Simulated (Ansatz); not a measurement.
Geometry relaxation, with input and output: HfSiO4 (part 2 of 2)

HfSiO4 (6 atoms in the cell); DFT, PBE, plane waves, PAW, no spin polarisation (Ansatz 0.2.0); cutoff 420 eV, 8×8×6 k-mesh, Fermi–Dirac smearing of 0.02 eV. The structure was built on a prototype by a generator; it need not be a known phase.

Geometry of the input (Å; fractional positions):
```
3.2475  0.0000  0.0000
0.0000  3.2475  0.0000
0.0000  0.0000  4.7205
Hf 0.5000  0.5000  0.5000
Si 0.0000  0.0000  0.0000
O  0.5000  0.0000  0.6972
O  0.0000  0.5000  0.8028
O  0.0000  0.5000  0.3028
O  0.5000  0.0000  0.1972
```

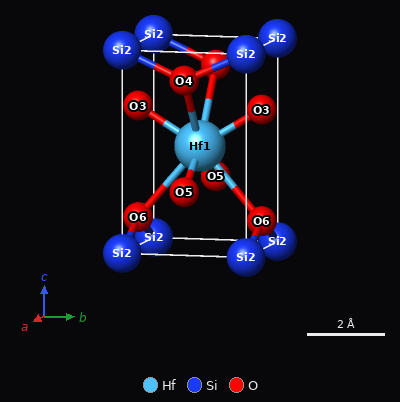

*The geometry at step 5 of the log (ball-and-stick view of the cell of the calculation, seen slightly off an axis; atoms are numbered from 1 in the order of the input).*

## Log, continued
```
relax step  17: F+E_penalty+E_count = -18632.33044965 eV  Δ(F+E_penalty+E_count) = -5.443e-4 eV  max|allowed force component| = 1.172e-2 eV/Å  Δτ_max = 0.0018 Å  P = +0.003 GPa  Ω = 63.204 Å³  energy of the carried Pulay correction = -3.601e-3 eV  (6 SCF iters, dr2 threshold 4.15e-8 eV, accepted)
SCF 18 converged in 6 iterations: F = -18632.330461 eV  dr2 = 1.50e-11
relax step  18: F+E_penalty+E_count = -18632.33046051 eV  Δ(F+E_penalty+E_count) = -1.086e-5 eV  max|allowed force component| = 3.560e-3 eV/Å  Δτ_max = 0.0010 Å  P = -0.020 GPa  Ω = 63.205 Å³  energy of the carried Pulay correction = -3.600e-3 eV  (6 SCF iters, dr2 threshold 8.59e-9 eV, accepted)
SCF 19 converged in 6 iterations: F = -18632.334597 eV  dr2 = 1.30e-11
relax step  19: F+E_penalty+E_count = -18632.33459724 eV  Δ(F+E_penalty+E_count) = -4.137e-3 eV  max|allowed force component| = 3.291e-3 eV/Å  Δτ_max = 0.0000 Å  P = +0.018 GPa  Ω = 63.205 Å³  stress off target by 2.12e-1 GPa  SCF on the basis re-selected at this cell (its energy is not comparable with the rows above)  (6 SCF iters)
SCF 20 converged in 6 iterations: F = -18632.334066 eV  dr2 = 8.76e-10
relax step  20: F+E_penalty+E_count = -18632.33406646 eV  Δ(F+E_penalty+E_count) = +5.308e-4 eV  max|allowed force component| = 1.227e-4 eV/Å  Δτ_max = 0.0042 Å  P = +0.019 GPa  Ω = 63.345 Å³  energy of the carried Pulay correction = -7.522e-4 eV  (6 SCF iters, dr2 threshold 1.12e-7 eV, accepted)
SCF 21 converged in 6 iterations: F = -18632.333721 eV  dr2 = 3.31e-11
relax step  21: F+E_penalty+E_count = -18632.33372102 eV  Δ(F+E_penalty+E_count) = +3.454e-4 eV  max|allowed force component| = 6.450e-3 eV/Å  Δτ_max = 0.0012 Å  P = -0.079 GPa  Ω = 63.411 Å³  energy of the carried Pulay correction = -1.103e-3 eV  (6 SCF iters, dr2 threshold 6.44e-9 eV, accepted)
SCF 22 converged in 6 iterations: F = -18632.333817 eV  dr2 = 8.71e-12
relax step  22: F+E_penalty+E_count = -18632.33381679 eV  Δ(F+E_penalty+E_count) = -9.577e-5 eV  max|allowed force component| = 9.224e-5 eV/Å  Δτ_max = 0.0001 Å  P = -0.001 GPa  Ω = 63.393 Å³  energy of the carried Pulay correction = -1.013e-3 eV  (6 SCF iters, dr2 threshold 1.96e-8 eV, accepted)
SCF 23 converged in 6 iterations: F = -18632.334934 eV  dr2 = 1.55e-12
relax step  23: F+E_penalty+E_count = -18632.33493377 eV  Δ(F+E_penalty+E_count) = -1.117e-3 eV  max|allowed force component| = 3.069e-4 eV/Å  Δτ_max = 0.0000 Å  P = +0.007 GPa  Ω = 63.393 Å³  stress off target by 5.38e-2 GPa  SCF on the basis re-selected at this cell (its energy is not comparable with the rows above)  (6 SCF iters)
SCF 24 converged in 6 iterations: F = -18632.334705 eV  dr2 = 7.93e-11
relax step  24: F+E_penalty+E_count = -18632.33470526 eV  Δ(F+E_penalty+E_count) = +2.285e-4 eV  max|allowed force component| = 6.869e-4 eV/Å  Δτ_max = 0.0013 Å  P = +0.001 GPa  Ω = 63.440 Å³  energy of the carried Pulay correction = -2.464e-4 eV  (6 SCF iters, dr2 threshold 7.24e-9 eV, accepted)
iter 1 solved again at ethr=1.22e-7 eV; its pass at ethr=3.10e-3 eV (dr2=6.59e-5 eV) is discarded
SCF iter   1: F=—  HF=-18632.335186 eV  |F-HF|=—  |Δ(HF+E_count)|=         —  Δρ=5.29e-5  dr2=5.06e-8  ethr=1.22e-7  ⟨swp⟩=3.0  Hψ=13845  notcnv=0
preconditioner: auto → none  [insulator: Δε(μ)=2.284 eV  Ē_g=16.628 eV  σ=0.020 eV  W_gap=1.00  n_scr=16 (ndim 8)  ℏωp=33.6 eV  f_vac=0.007  D(μ)=0.00/eV (n_scr^D=0)  ε∞_Penn≈5.1]
SCF iter   2: F=—  HF=-18632.334989 eV  |F-HF|=—  |Δ(HF+E_count)|=   1.96e-4  Δρ=2.65e-5  dr2=1.40e-8  ethr=9.37e-11  ⟨swp⟩=2.7  Hψ=3772  notcnv=0
SCF iter   3: F=—  HF=-18632.334993 eV  |F-HF|=—  |Δ(HF+E_count)|=   3.51e-6  Δρ=7.40e-6  dr2=1.41e-9  ethr=2.59e-11  ⟨swp⟩=2.0  Hψ=2677  notcnv=0
SCF iter   4: F=—  HF=-18632.334993 eV  |F-HF|=—  |Δ(HF+E_count)|=   2.93e-7  Δρ=4.56e-7  dr2=7.13e-11  ethr=2.61e-12  ⟨swp⟩=2.0  Hψ=3360  notcnv=0
iter 5 did not close the SCF: its close was put off for the readings that it lacked (scf_convergence_deferred on its scf_iter line)
SCF iter   5: F=-18632.334993 eV  HF=-18632.334993 eV  |F-HF|=2.91e-11  |Δ(HF+E_count)|=  1.60e-10  Δρ=2.08e-7  dr2=1.25e-11  ethr=1.00e-12  ⟨swp⟩=2.1  Hψ=2275  notcnv=0
SCF iter   6: F=-18632.334993 eV  HF=-18632.334993 eV  |F-HF|=7.28e-12  |Δ(HF+E_count)|=  3.64e-11  Δρ=1.05e-7  dr2=2.47e-12  ethr=1.00e-12  ⟨swp⟩=3.1  Hψ=7150  notcnv=0
SCF 25 converged in 6 iterations: F = -18632.334993 eV  dr2 = 2.47e-12
relax step  25: F+E_penalty+E_count = -18632.33499325 eV  Δ(F+E_penalty+E_count) = -2.880e-4 eV  max|allowed force component| = 7.301e-4 eV/Å  Δτ_max = 0.0000 Å  P = +0.003 GPa  Ω = 63.440 Å³  stress off target by 2.07e-2 GPa  SCF on the basis re-selected at this cell (its energy is not comparable with the rows above)  (6 SCF iters)
basis re-selected at this cell: Δ(F+E_penalty+E_count) = -2.880e-4 eV, ΔP = +0.002 GPa vs the last step (what re-selecting the basis moved, of the pressure what is left beyond the Pulay correction that the steps carried, after the strain that the cell walked since its last selection, with what the two solves' SCF thresholds leave and, on support functions, any second-order correction that the steps lacked; it is no measure of the basis error at this ecutwfc). This SCF's stress stands 2.07e-2 GPa from its target on what of the cell is left free (relax.cell.stress_tol is 5.00e-2 GPa) and its largest allowed force component is 7.30e-4 eV/Å (relax.f_tol is 5.00e-3 eV/Å): within both
SCF converged after 6 iterations
Free energy (F): -18632.334993 eV
Harris-Foulkes:  -18632.334993 eV  (|F-HF|=7.28e-12)
Internal energy: -18632.334993 eV  (E = F + TS)
E sigma→0 (E₀):  -18632.334993 eV
Fermi energy:    12.145381 eV
--- Per-component energies (eV) ---
  E_band       = -48.276123
  E_kinetic    = 1172.495659
  E_local      = -8004.191949  (includes V_loc(G=0)·N_el)
  E_nonlocal   = -1028.840970
  E_hartree    = 3614.994638
  E_xc         = -651.738296
  E_vxc        = -691.736815  (∫ρ·V_xc dr)
  E_paw        = -8074.772967  (= ΣΔE_a)
  E_vpaw       = 1273.998696  (= ΣTr[D̂ρ^β])
  E_aug_tail   = 0.009969  (compensation charges beyond the density's cutoff)
  E_ewald      = -5660.291078
  E_smearing   = -0.000000  (= −TS)
  E_closure    = -0.000000  (closes the sum)
  Σ components = -18632.334993   (vs F -18632.334993, Δ=0.00e0)
--- Forces (eV/Å), atoms counted from 1 ---
  atom   1  Hf     0.00000000     0.00000000     0.00000000
  atom   2  Si    -0.00000000    -0.00000000    -0.00000000
  atom   3  O     -0.00000000     0.00000000     0.00020130
  atom   4  O      0.00000000    -0.00000000     0.00073008
  atom   5  O     -0.00000000    -0.00000000    -0.00020130
  atom   6  O      0.00000000     0.00000000    -0.00073008
  max |Σ_I F_I| component: 1.72e-16 eV/Å
--- Stress (GPa, compression-positive) ---
       -0.005853      -0.000000       0.000000
       -0.000000      -0.005853      -0.000000
        0.000000      -0.000000       0.020698
  P = ⅓ Tr σ = 0.0030 GPa (0.030 kbar)
--- Relaxed structure (20 steps of the walk, 20 accepted, 5 SCFs on fresh bases) ---
  F+E_penalty+E_count = -18632.33499325 eV   max|allowed force component| = 7.301e-4 eV/Å   (the final SCF, on the basis selected at the relaxed cell)
  cell:  # Å, volume = 63.4396 Å³
    - [3.3161167676180825, 0.0, 4.2164405388481537e-32]
    - [1.70017763663232e-34, 3.3161167676180825, 0.0]
    - [6.12892827545714e-32, 0.0, 5.76900420302772]
  atoms:
    - { symbol: Hf, position: [0.5, 0.5, 0.5] }
    - { symbol: Si, position: [-1.8260991377014527e-33, 0.0, 1.6472332306787454e-19] }
    - { symbol: O, position: [0.5, 0.0, 0.6754318928104053] }
    - { symbol: O, position: [3.541001440224875e-33, 0.5, 0.8776218056237158] }
    - { symbol: O, position: [-1.8557516270822626e-33, 0.5, 0.3245681071895947] }
    - { symbol: O, position: [0.5, 0.0, 0.12237819437628436] }
```

## Trajectory as extended XYZ (Å, eV, eV/Å), 14 of the 25 frames kept, from step=1 to step=25
```
6
Lattice="3.2475 0.0000 0.0000 0.0000 3.2475 0.0000 0.0000 0.0000 4.7205" Properties=species:S:1:pos:R:3:forces:R:3 step=1 energy=-18629.40218 pressure_GPa=66.74
Hf    1.6238    1.6238    2.3602    0.0000   0.0000   0.0000
Si    0.0000    0.0000    0.0000    0.0000   0.0000   0.0000
O     1.6238    0.0000    3.2912    0.0000   0.0000   3.9937
O     0.0000    1.6238    3.7896    0.0000   0.0000   4.5851
O     0.0000    1.6238    1.4293    0.0000   0.0000  -3.9937
O     1.6238    0.0000    0.9309    0.0000   0.0000  -4.5851
6
Lattice="3.3444 0.0000 0.0000 0.0000 3.3444 0.0000 0.0000 0.0000 5.1842" Properties=species:S:1:pos:R:3:forces:R:3 step=3 energy=-18631.86434 pressure_GPa=2.21
Hf    1.6722    1.6722    2.5921    0.0000   0.0000   0.0000
Si    0.0000    0.0000    0.0000    0.0000   0.0000   0.0000
O     1.6722    0.0000    3.6607    0.0000   0.0000  -0.7208
O     0.0000    1.6722    4.3313    0.0000   0.0000   0.9215
O     0.0000    1.6722    1.5235    0.0000   0.0000   0.7208
O     1.6722    0.0000    0.8530    0.0000   0.0000  -0.9215
6
Lattice="3.3469 0.0000 0.0000 0.0000 3.3469 0.0000 0.0000 0.0000 5.3721" Properties=species:S:1:pos:R:3:forces:R:3 step=5 energy=-18632.05158 pressure_GPa=-1.81
Hf    1.6735    1.6735    2.6860    0.0000   0.0000   0.0000
Si    0.0000    0.0000    0.0000    0.0000   0.0000   0.0000
O     1.6735    0.0000    3.6992    0.0000   0.0000  -0.2334
O     0.0000    1.6735    4.6223    0.0000   0.0000  -0.0634
O     0.0000    1.6735    1.6729    0.0000   0.0000   0.2334
O     1.6735    0.0000    0.7498    0.0000   0.0000   0.0634
6
Lattice="3.3412 0.0000 0.0000 0.0000 3.3412 0.0000 0.0000 0.0000 5.3641" Properties=species:S:1:pos:R:3:forces:R:3 step=7 energy=-18632.05665 pressure_GPa=0.07
Hf    1.6706    1.6706    2.6820    0.0000   0.0000   0.0000
Si    0.0000    0.0000    0.0000    0.0000   0.0000   0.0000
O     1.6706    0.0000    3.6856    0.0000   0.0000  -0.0031
O     0.0000    1.6706    4.6143    0.0000   0.0000  -0.0068
O     0.0000    1.6706    1.6785    0.0000   0.0000   0.0031
O     1.6706    0.0000    0.7498    0.0000   0.0000   0.0068
6
Lattice="3.3418 0.0000 0.0000 0.0000 3.3418 0.0000 0.0000 0.0000 5.3640" Properties=species:S:1:pos:R:3:forces:R:3 step=8 energy=-18632.05656 pressure_GPa=-0.01
Hf    1.6709    1.6709    2.6820    0.0000   0.0000   0.0000
Si    0.0000    0.0000    0.0000    0.0000   0.0000   0.0000
O     1.6709    0.0000    3.6853    0.0000   0.0000  -0.0004
O     0.0000    1.6709    4.6137    0.0000   0.0000   0.0003
O     0.0000    1.6709    1.6786    0.0000   0.0000   0.0004
O     1.6709    0.0000    0.7502    0.0000   0.0000  -0.0003
6
Lattice="3.3230 0.0000 0.0000 0.0000 3.3230 0.0000 0.0000 0.0000 5.5514" Properties=species:S:1:pos:R:3:forces:R:3 step=10 energy=-18632.30274 pressure_GPa=2.13
Hf    1.6615    1.6615    2.7757    0.0000   0.0000   0.0000
Si    0.0000    0.0000    0.0000    0.0000   0.0000   0.0000
O     1.6615    0.0000    3.7883    0.0000   0.0000  -0.0003
O     0.0000    1.6615    4.8071    0.0000   0.0000   0.1673
O     0.0000    1.6615    1.7631    0.0000   0.0000   0.0003
O     1.6615    0.0000    0.7443    0.0000   0.0000  -0.1673
6
Lattice="3.3296 0.0000 0.0000 0.0000 3.3296 0.0000 0.0000 0.0000 5.6464" Properties=species:S:1:pos:R:3:forces:R:3 step=12 energy=-18632.30603 pressure_GPa=-0.19
Hf    1.6648    1.6648    2.8232    0.0000   0.0000   0.0000
Si    0.0000    0.0000    0.0000    0.0000   0.0000   0.0000
O     1.6648    0.0000    3.8314    0.0000   0.0000  -0.0182
O     0.0000    1.6648    4.9252    0.0000   0.0000   0.0127
O     0.0000    1.6648    1.8150    0.0000   0.0000   0.0182
O     1.6648    0.0000    0.7212    0.0000   0.0000  -0.0127
6
Lattice="3.3295 0.0000 0.0000 0.0000 3.3295 0.0000 0.0000 0.0000 5.6426" Properties=species:S:1:pos:R:3:forces:R:3 step=14 energy=-18632.33101 pressure_GPa=0.26
Hf    1.6647    1.6647    2.8213    0.0000   0.0000   0.0000
Si    0.0000    0.0000    0.0000    0.0000   0.0000   0.0000
O     1.6647    0.0000    3.8283    0.0000   0.0000  -0.0020
O     0.0000    1.6647    4.9224    0.0000   0.0000   0.0044
O     0.0000    1.6647    1.8143    0.0000   0.0000   0.0020
O     1.6647    0.0000    0.7202    0.0000   0.0000  -0.0044
6
Lattice="3.3188 0.0000 0.0000 0.0000 3.3188 0.0000 0.0000 0.0000 5.7464" Properties=species:S:1:pos:R:3:forces:R:3 step=16 energy=-18632.32990 pressure_GPa=-0.05
Hf    1.6594    1.6594    2.8732    0.0000   0.0000   0.0000
Si    0.0000    0.0000    0.0000    0.0000   0.0000   0.0000
O     1.6594    0.0000    3.8840    0.0000   0.0000   0.0054
O     0.0000    1.6594    5.0375    0.0000   0.0000   0.0062
O     0.0000    1.6594    1.8624    0.0000   0.0000  -0.0054
O     1.6594    0.0000    0.7089    0.0000   0.0000  -0.0062
6
Lattice="3.3203 0.0000 0.0000 0.0000 3.3203 0.0000 0.0000 0.0000 5.7333" Properties=species:S:1:pos:R:3:forces:R:3 step=18 energy=-18632.33046 pressure_GPa=-0.02
Hf    1.6601    1.6601    2.8667    0.0000   0.0000   0.0000
Si    0.0000    0.0000    0.0000    0.0000   0.0000   0.0000
O     1.6601    0.0000    3.8769    0.0000   0.0000   0.0036
O     0.0000    1.6601    5.0235    0.0000   0.0000   0.0002
O     0.0000    1.6601    1.8564    0.0000   0.0000  -0.0036
O     1.6601    0.0000    0.7098    0.0000   0.0000  -0.0002
6
Lattice="3.3203 0.0000 0.0000 0.0000 3.3203 0.0000 0.0000 0.0000 5.7333" Properties=species:S:1:pos:R:3:forces:R:3 step=19 energy=-18632.33460 pressure_GPa=0.02
Hf    1.6601    1.6601    2.8667    0.0000   0.0000   0.0000
Si    0.0000    0.0000    0.0000    0.0000   0.0000   0.0000
O     1.6601    0.0000    3.8769    0.0000   0.0000   0.0033
O     0.0000    1.6601    5.0235    0.0000   0.0000   0.0009
O     0.0000    1.6601    1.8564    0.0000   0.0000  -0.0033
O     1.6601    0.0000    0.7098    0.0000   0.0000  -0.0009
6
Lattice="3.3173 0.0000 0.0000 0.0000 3.3173 0.0000 0.0000 0.0000 5.7624" Properties=species:S:1:pos:R:3:forces:R:3 step=21 energy=-18632.33372 pressure_GPa=-0.08
Hf    1.6586    1.6586    2.8812    0.0000   0.0000   0.0000
Si    0.0000    0.0000    0.0000    0.0000   0.0000   0.0000
O     1.6586    0.0000    3.8931    0.0000   0.0000  -0.0065
O     0.0000    1.6586    5.0556    0.0000   0.0000   0.0004
O     0.0000    1.6586    1.8692    0.0000   0.0000   0.0065
O     1.6586    0.0000    0.7068    0.0000   0.0000  -0.0004
6
Lattice="3.3169 0.0000 0.0000 0.0000 3.3169 0.0000 0.0000 0.0000 5.7622" Properties=species:S:1:pos:R:3:forces:R:3 step=23 energy=-18632.33493 pressure_GPa=0.01
Hf    1.6584    1.6584    2.8811    0.0000   0.0000   0.0000
Si    0.0000    0.0000    0.0000    0.0000   0.0000   0.0000
O     1.6584    0.0000    3.8928    0.0000   0.0000  -0.0002
O     0.0000    1.6584    5.0554    0.0000   0.0000   0.0003
O     0.0000    1.6584    1.8693    0.0000   0.0000   0.0002
O     1.6584    0.0000    0.7067    0.0000   0.0000  -0.0003
6
Lattice="3.3161 0.0000 0.0000 0.0000 3.3161 0.0000 0.0000 0.0000 5.7690" Properties=species:S:1:pos:R:3:forces:R:3 step=25 energy=-18632.33499 pressure_GPa=0.00
Hf    1.6581    1.6581    2.8845    0.0000   0.0000   0.0000
Si    0.0000    0.0000    0.0000    0.0000   0.0000   0.0000
O     1.6581    0.0000    3.8966    0.0000   0.0000   0.0002
O     0.0000    1.6581    5.0630    0.0000   0.0000   0.0007
O     0.0000    1.6581    1.8724    0.0000   0.0000  -0.0002
O     1.6581    0.0000    0.7060    0.0000   0.0000  -0.0007
```

## Results in brief

```tsv
quantity	value
outcome	converged
space group (tolerance 0.01 Å)	P-4m2 (115)
electrons treated	54
free energy	−18632.3350 eV
Fermi energy	12.145 eV
pressure	0.00 GPa
final volume	63.44 Å³
largest force (length of the vector) at the end	0.001 eV/Å
final cell	a = 3.316 Å, b = 3.316 Å, c = 5.769 Å, α = 90.00°, β = 90.00°, γ = 90.00°
hardware	4 threads of Arm Neoverse V1, 24 GiB of memory available, shared host
wall time	68 s (CPU time 4.3 min)
peak memory	0.42 GiB
```

## Remarks

Spin–orbit coupling is left out, which matters for Hf.
